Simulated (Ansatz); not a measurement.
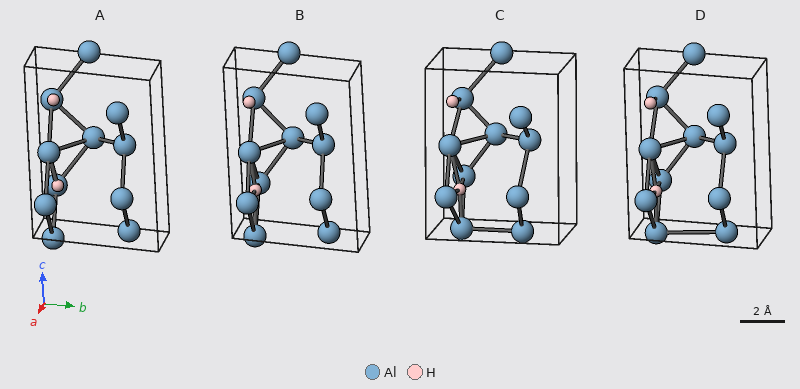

4 geometries from one relaxation of crystalline Al5H (a generated structure, set up in P1) (coarse preliminary run), in shuffled order. The picture is a ball-and-stick view of the cell of the calculation, seen slightly off an axis.

Level of theory: Ansatz, DFT PBE, scalar-relativistic, plane waves, PAW. Set-up: plane-wave cutoff 420 eV; k-point mesh 6 × 4 × 4; occupations gaussian; smearing width 0.2 eV; no spin polarisation; cell and atoms relaxed; force threshold 0.025 eV/Å; at most 60 steps.

**Put them in the order of the run, from the start to the converged end.**

C, D, B, A. They are steps 0, 2, 3, 8, at +181 meV per atom, +39.6 meV per atom, +10.1 meV per atom relative to the last. Over 7 accepted moves (8 points after the start) the energy falls by 181 meV per atom. Largest force component: 2.8 eV/Å at the start, 0.013 eV/Å at the end. The pressure goes from 2.27 to 0.00 GPa. The SCF was repeated once at an unchanged geometry on a basis and grid sized afresh for the cell, which shifted the energy by 0.3 meV per atom at most. The largest move relative to the cell is that of an Al atom, 0.64 Å along [2 −3 −2]. Largest moves by element: Al 0.64 Å, H 0.26 Å. Cell: a 4.159 → 4.153 Å (−0.1 %), b 6.236 → 6.003 Å (−3.7 %), c 8.161 → 8.236 Å (+0.9 %), α 90.2° → 95.2°, β 88.7° → 87.1°, γ 91.8° → 82.7°. Volume −4.3 %. Near-neighbour distances that change, for instance: Al–Al 4.271 → 2.873 Å, Al–Al 4.237 → 2.876 Å, Al–Al 3.775 → 2.877 Å, Al–Al 2.861 → 3.546 Å. Bond angles that change, for instance: Al–Al–Al 90.0° → 117.8°, Al–Al–Al 92.3° → 117.9°, Al–Al–H 92.5° → 117.3°. The space group stays P1 (No. 1).
